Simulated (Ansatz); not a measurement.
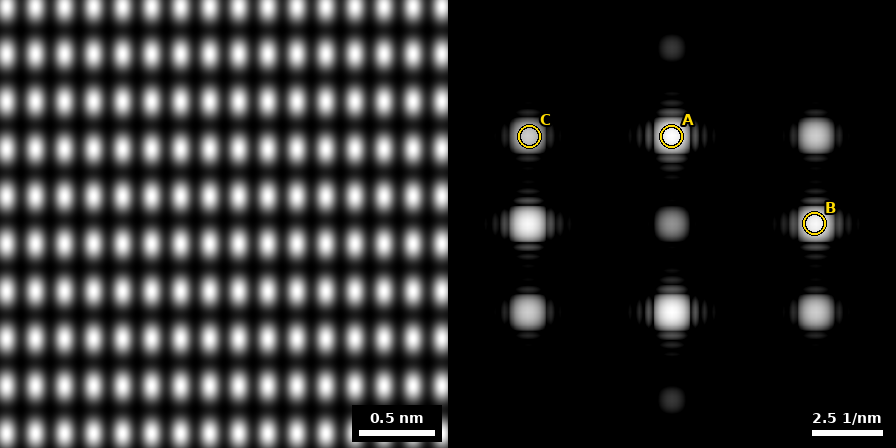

HRTEM-like image of a crystal. Simulated in the weak-phase-object approximation with neutral-atom potentials: 80 kV, Cs = −20 µm, defocus +110 Å (negative is underfocus), defocus spread 15 Å, aperture 0.78 1/Å.

The right panel is the modulus of the image's Fourier transform on a logarithmic scale.

**Which lattice spacings do the marked spots stand for, and what angle do A and B enclose?**

A: 3.2 Å, B: 1.9 Å, C: 1.7 Å; A and B enclose about 90°.

The crystal is CaF$_{2}$ (Fm-3m, No. 225) along [211]; the spots are (1 -1 -1), (0 -2 2) and (1 1 -3). Structure used: the input geometry of a calculation.
